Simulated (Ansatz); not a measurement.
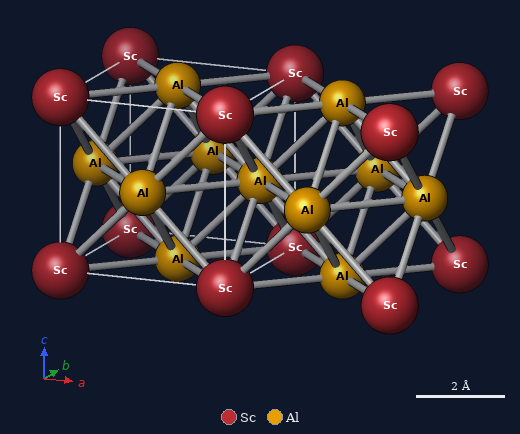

The starting point is solid ScAl3 (set up in Pm-3m). A ball-and-stick model of the cell of the calculation, repeated 2 × 1 × 1 with one cell outlined, seen slightly off an axis.

Theory: DFT PBEsol, scalar-relativistic, plane waves, PAW (Ansatz). Set-up: plane-wave cutoff 420 eV; k-point mesh 14 × 14 × 14; occupations gaussian; smearing width 0.1 eV; no spin polarisation.

Now this is done to it. Uniaxial strain along a, −6.0 %, is applied. The b and c axes and the atoms are relaxed.

### What is the effect?

It costs 35.2 meV per atom. The pressure goes from 0.0 to 3.6 GPa. The principal stresses (compression positive) are 10.8 GPa along a and none across it. Both are metals. Cell: a 4.071 → 3.827 Å (−6.0 %), b = c 4.071 → 4.130 Å (+1.4 %). Volume −3.3 %. The atoms keep their places relative to the cell (all moves are under 0.005 Å). Near-neighbour distances before and after: Al–Sc 2.879 → 2.815 to 2.921 Å, Al–Al 2.879 → 2.815 to 2.921 Å. The space group (tolerance 0.01 Å) goes from Pm-3m (No. 221) to P4/mmm (No. 123).

The changed structure in the same view:

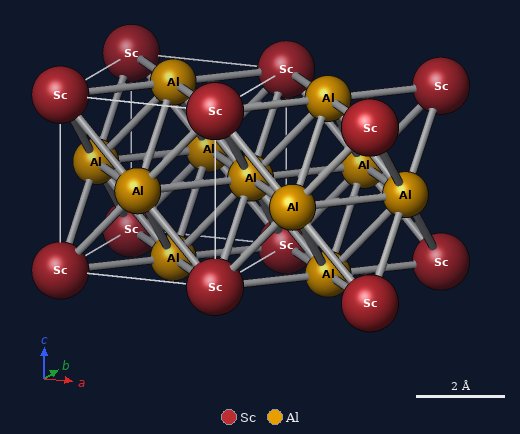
